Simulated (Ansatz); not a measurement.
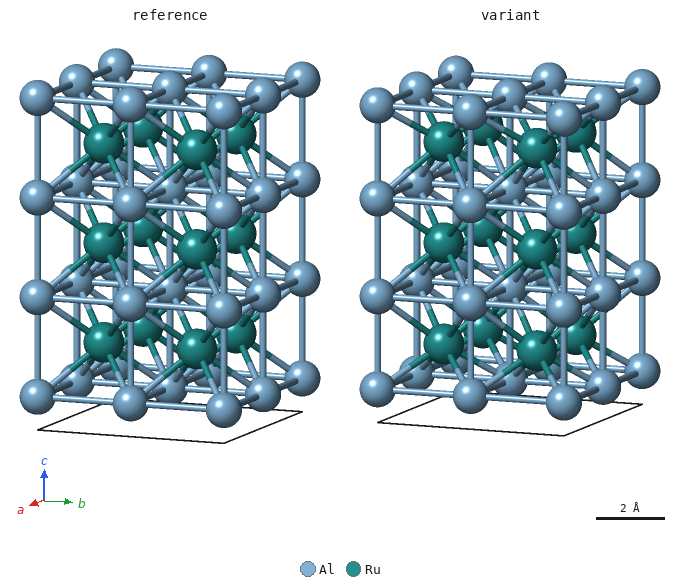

Left: a (1 0 0) slab of AlRu as cut from the relaxed bulk. Right: the same structure after one change, at the same scale. Style: ball-and-stick. Shown: the 2 × 2 repeat of the cell, outlined in the plane, without the vacuum, slightly off an axis.

All numbers below come from DFT r2SCAN, scalar-relativistic, plane waves, PAW in Ansatz. Set-up: plane-wave cutoff 500 eV; occupations gaussian; smearing width 0.1 eV; no spin polarisation. The k-mesh is chosen for each cell (12×12×12, 12×12×1).

The atoms of the slab are relaxed at the bulk's in-plane cell.

**And its effect?**

The slab isn't stoichiometric; relaxing it gains 0.468 J/m². The top spacing, between the Al and Ru planes, goes from 1.49 to 1.22 Å (−18.1 %), the bottom one (Al to Ru) from 1.49 to 1.22 Å (−18.1 %). The work function of the top face goes from 3.21 to 3.18 eV. The cell doesn't change. The largest moves relative to the layer's centre, 0.22 Å, are those of Al atoms. By element the largest moves are Al 0.22 Å, Ru 0.05 Å. Some distances before and after: Al–Al 2.983 → 2.786 to 2.983 Å, Al–Ru 2.583 → 2.437 to 2.627 Å.
